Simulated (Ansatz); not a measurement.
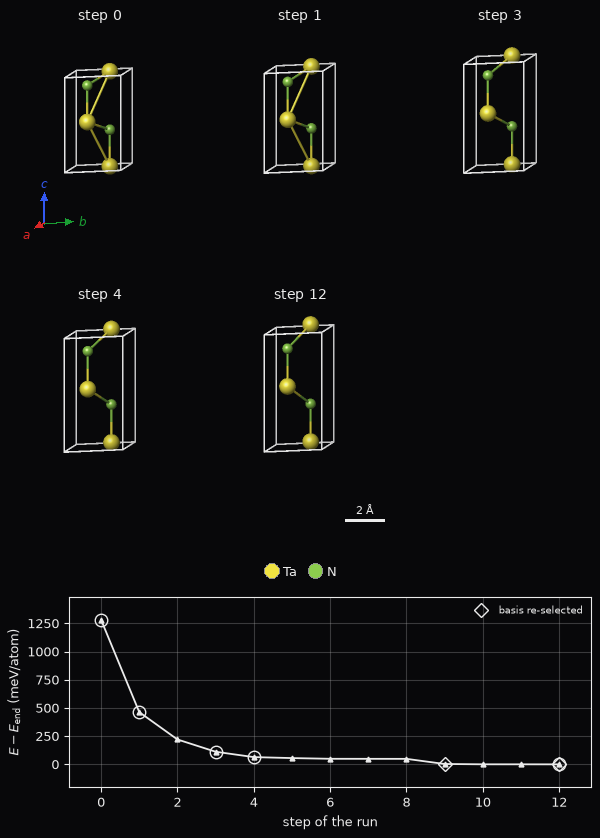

Frames of a relaxation of solid TaN (set up in P6_3mc) (coarse preliminary run), marked on the history of the run. A ball-and-stick model of the cell of the calculation, seen slightly off an axis.

Computed with DFT PBE+D3(BJ), scalar-relativistic, plane waves, PAW in Ansatz.

The input:
```yaml
crystal:
  lattice:
    - [3.0500010905, 0.0, 0.0]
    - [-1.5250005453, 2.641378426, 0.0]
    - [0.0, 0.0, 4.94]
  atoms:
    - { symbol: Ta, position: [0.3333333333, 0.6666666667, 0.0] }
    - { symbol: Ta, position: [0.6666666667, 0.3333333333, 0.5] }
    - { symbol: "N", position: [0.3333333333, 0.6666666667, 0.385] }
    - { symbol: "N", position: [0.6666666667, 0.3333333333, 0.885] }
basis:
  ecutwfc: 420
kpoints:
  mp_grid: { grid: [6, 6, 4] }
hamiltonian:
  xc: pbe
  dispersion: d3bj
scf:
  occupations: { method: gaussian, width: 0.1 }
output:
  forces: true
  stress: true
  eigenvalues: true
relax:
  adjacent_minimum: "off"
  f_tol: 0.05
  max_steps: 80
  cell: { stress_tol: 0.5 }
```

Launched with:
```bash
ansatz run input.yaml --threads 4 --pin off --max-ram 10240MiB --backend cpu --events-out ev --progress --plain --runs-dir out
```

> Describe the path.

Over 10 accepted moves (12 points after the start) the energy falls by 1281 meV per atom. Largest force component: 2.2 eV/Å at the start, 0.00029 eV/Å at the end. The pressure goes from 129.26 to 0.10 GPa. The SCF was repeated twice at an unchanged geometry on a basis and grid sized afresh for the cell, which shifted the energy by 45.5 meV per atom at most. The largest moves relative to the cell, 0.19 Å, are those of Ta1, Ta2, N3 and N4. Ta1 goes along +c. Largest moves by element: Ta 0.19 Å, N 0.19 Å. Cell: a = b 3.050 → 3.122 Å (+2.4 %), c 4.940 → 6.092 Å (+23.3 %). Volume +29.2 %. Some distances before and after: Ta1–Ta2 3.033 → 3.539 Å, Ta1–N4 1.850 → 2.101 Å, Ta1–Ta1 3.050 → 3.122 Å, Ta1–N3 1.902 → 1.967 Å. Bond angles that change, for instance: Ta2–N3–Ta2 111.0° → 96.0°, Ta1–N3–Ta2 107.9° → 120.9°. The space group stays P6_3mc (No. 186). Cost: 9.4 s on 4 threads of Arm Neoverse V1 (shared host), peak memory 0.37 GiB. From step 0 to 1: Ta and N atoms move most (0.02 Å), volume +15.2 %, energy −818 meV per atom. From step 1 to 3: Ta and N atoms move most (0.08 Å), volume +12.7 %, energy −351 meV per atom. From step 3 to 4: Ta and N atoms move most (0.04 Å), volume +1.2 %, energy −47.6 meV per atom. From step 4 to 12: Ta and N atoms move most (0.04 Å), volume −1.7 %, energy −64.2 meV per atom.
